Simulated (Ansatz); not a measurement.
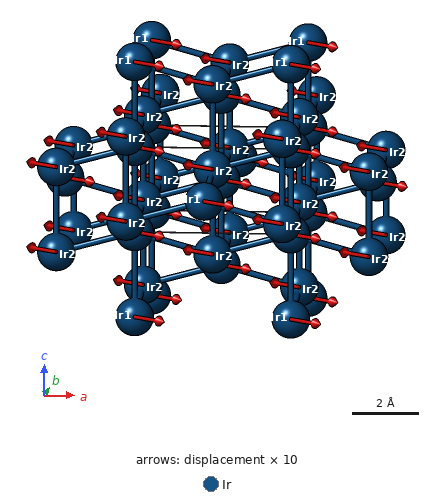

This is a relaxation of crystalline Ir (a generated structure, set up in I4_1/amd). The starting structure is drawn; red arrows show the displacements (the part carried along by the change of the cell is left out), magnified 10 times.

A ball-and-stick model of the conventional cell (2 times the calculation's cell), seen from a free direction. Lengths and directions refer to the drawn axes.

Phase: beta-Sn type.

Theory: DFT, PBE, plane waves (420 eV) with PAW, scalar-relativistic in Ansatz.

Input
```yaml
crystal:
  lattice:
    - [-2.3872555793, 2.3872555793, 1.3034415463]
    - [2.3872555793, -2.3872555793, 1.3034415463]
    - [2.3872555793, 2.3872555793, -1.3034415463]
  atoms:
    - { symbol: Ir, position: [0.0, 0.0, 0.0] }
    - { symbol: Ir, position: [0.75, 0.25, 0.5] }
hamiltonian:
  xc: pbe
  pseudopotentials:
    kind: paw
    azcp:
      Ir: "pseudopotentials/Ir.paw.azcp"
basis:
  ecutwfc: 420
  fft_grid_basis: typed
kpoints:
  mp_grid: { grid: [14, 14, 9], shift: [0, 0, 0] }
magnetization:
  spin_polarized: false
scf:
  occupations: { method: fermi_dirac, width: 0.1 }
relax:
  max_steps: 60
  f_tol: 0.01
  cell: {}
```

Run as
```bash
ansatz run input.yaml --threads 1 --pin off --max-ram 3584MiB --backend cpu --events-out ev --progress --plain --runs-dir out
```

### What did the optimiser do to the structure, and how much energy did it gain?

Over 19 accepted moves (22 points after the start) the energy falls by 364 meV per atom. Largest force component: 0.0033 eV/Å at the start, 0.0022 eV/Å at the end. The pressure goes from 29.30 to −0.01 GPa. The line search rejected the trial step at point 11 of the run. The SCF was repeated twice at an unchanged geometry on a basis and grid sized afresh for the cell, which shifted the energy by 30.5 meV per atom at most. The largest moves relative to the cell, 0.15 Å, are those of Ir1 and Ir2. Ir1 goes along [1 −1 0]. Cell: a = b 4.775 → 5.048 Å (+5.7 %), c 2.607 → 2.681 Å (+2.8 %), α 90.0° → 105.4°, β 90.0° → 105.4°, γ 90.0° → 80.9°. Volume +6.4 %. Among the contacts that change: Ir1–Ir2 3.086 → 2.615 Å, Ir1–Ir2 (another image) 2.475 → 2.641 Å, Ir1–Ir2 (another image) 2.475 → 2.615 Å, Ir1–Ir1 2.607 → 2.681 Å. Bond angles that change, for instance: Ir2–Ir1–Ir2 94.0° → 118.2°, Ir1–Ir1–Ir2 74.7° → 59.2°, Ir1–Ir1–Ir2 105.3° → 120.8°. The space group (tolerance 0.01 Å) goes from I4_1/amd (No. 141) to Cmcm (No. 63).
